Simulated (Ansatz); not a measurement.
Consider Nb$_{3}$N$_{5}$.

The calculation's input:

```
crystal:
  lattice:
    - [1.9496357324, -5.1993838396, 0.0]
    - [1.9496357324, 5.1993838396, 0.0]
    - [0.0, 0.0, 10.39362921]
  atoms:
    - { symbol: Nb, position: [0.86917183, 0.13082817, 0.94025594] }
    - { symbol: Nb, position: [0.86917183, 0.13082817, 0.55974406] }
    - { symbol: Nb, position: [0.79771981, 0.20228019, 0.25] }
    - { symbol: Nb, position: [0.20228019, 0.79771981, 0.75] }
    - { symbol: Nb, position: [0.13082817, 0.86917183, 0.05974406] }
    - { symbol: Nb, position: [0.13082817, 0.86917183, 0.44025594] }
    - { symbol: "N", position: [0.69121402, 0.30878598, 0.42544992] }
    - { symbol: "N", position: [0.95260278, 0.04739722, 0.11962194] }
    - { symbol: "N", position: [0.95260278, 0.04739722, 0.38037806] }
    - { symbol: "N", position: [0.69121402, 0.30878598, 0.07455008] }
    - { symbol: "N", position: [0.76452702, 0.23547298, 0.75] }
    - { symbol: "N", position: [0.04739722, 0.95260278, 0.88037806] }
    - { symbol: "N", position: [0.30878598, 0.69121402, 0.57455008] }
    - { symbol: "N", position: [0.30878598, 0.69121402, 0.92544992] }
    - { symbol: "N", position: [0.23547298, 0.76452702, 0.25] }
    - { symbol: "N", position: [0.04739722, 0.95260278, 0.61962194] }
kpoints:
  mp_grid: { grid: [8, 8, 3] }
scf:
  occupations: { method: fermi_dirac, width: 0.02 }
hamiltonian:
  xc: r2scan
  pseudopotentials: { kind: paw, frozen_core: stored }
output:
  forces: true
  stress: true
  populations: true
  efg: { quadrupole_moments_barn: { Nb: -0.32, "N": 0.02044 } }
  write_density: true
  write_potential: true
  elf: true
  volumetric_format: npy
```

Command:

```sh
ansatz run input.yaml --threads 1 --pin off --max-ram 3072MiB --backend cpu --events-out ev --progress --plain --runs-dir out
```

Below, planes, directions and counts refer to the conventional cell (a = 3.90 Å, b = 10.40 Å, c = 10.39 Å, α = 90.00°, β = 90.00°, γ = 90.00°).

Space group Cmcm; a structure from a database of computed crystals, not necessarily the ambient phase; not relaxed (largest force 0.4 eV/Å); computed pressure about −6 GPa in this cell.

Theory: Ansatz 0.2.0, DFT, r2SCAN, plane-wave PAW, default files, scalar-relativistic, frozen cores.

Question: What will maps of the valence pseudo-density and electron localisation function show?

Answer: Nb–N (2.05 Å): the density is about 0.84 e/Å³ at the midpoint; the ELF peaks at about 0.80 in the valence shell of N, 0.6 Å from its nucleus, and drops to about 0.30 between the two atoms; no shared electron pair shows on this line.

Question: Does the calculation make it a metal, or give it a gap?

Answer: It is gapped, with a Kohn–Sham gap of 1.1 eV on the k-point mesh, an upper bound to the gap of this method.

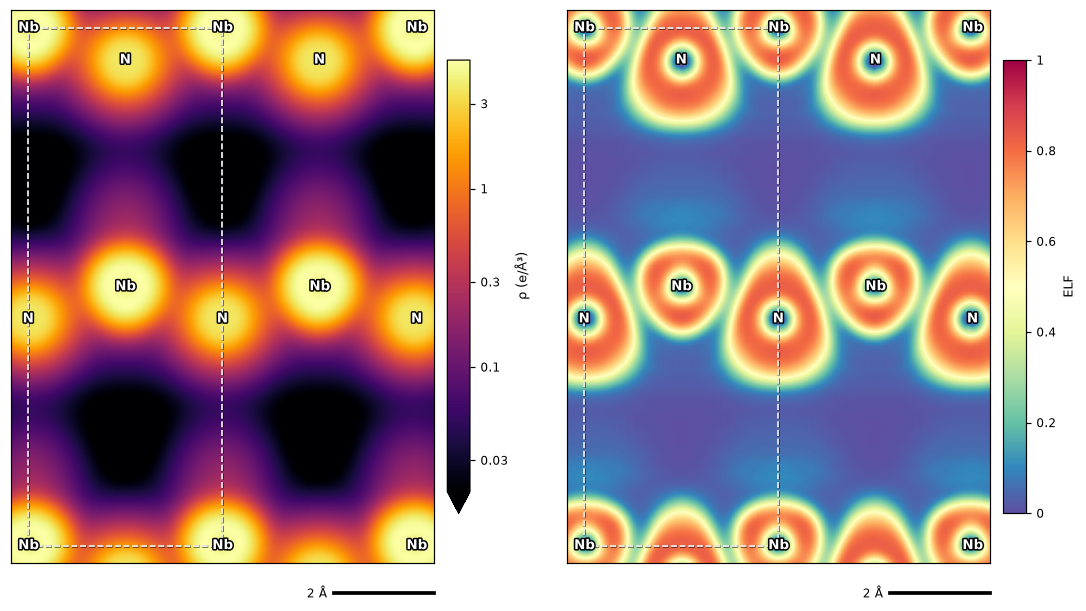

Computed valence pseudo-density and electron localisation function on the (001) plane of the conventional cell, in this order. 

The density is the valence pseudo-density of a PAW calculation; it isn't the true density close to the nuclei.
